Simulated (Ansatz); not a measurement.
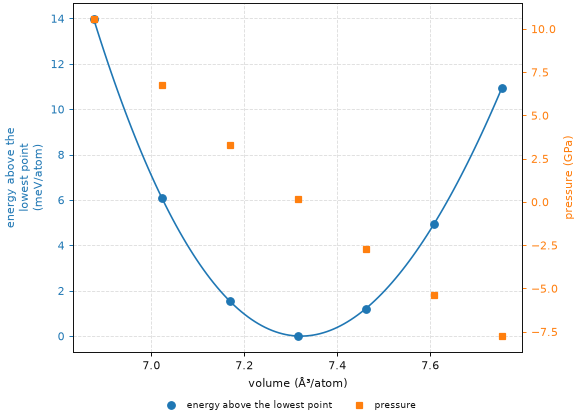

The plot gives the computed energy above the lowest point and pressure against volume for C, space group Fm-3m (No. 225) (one of a set of cubic test structures, which need not be the stable phase).

Calculation (Ansatz 0.2.0 development build): equation of state of a cubic crystal from periodic Kohn-Sham density functional theory without spin, third-order Birch-Murnaghan fit to the free energies; pressure corrected for the finite basis. Level: PBE.

structure type fcc; atoms in cell 1; space group number 225; lattice centring face-centred primitive; k mesh 61×61×61; occupation method Fermi–Dirac; occupation width 0.06123 eV; wave cutoff 420 eV; datasets soft-1 PAW; density tolerance 1e−07 eV; bands 6; density cutoff ratio 4; search for lower states default.

Question: How stiff is the solid, and where is its volume at rest?

Answer: A third-order Birch–Murnaghan fit gives V0 = 7.32 Å³/atom, B0 = 150 GPa and B′ = 3.6.

Question: What does the pressure do across the range?

Answer: It falls from 10.6 GPa at volume 6.8761 Å³/atom to −7.8 GPa at 7.7540 Å³/atom, and changes sign near 7.32 Å³/atom.

Keep in mind: cubic model structure, not the ambient form.
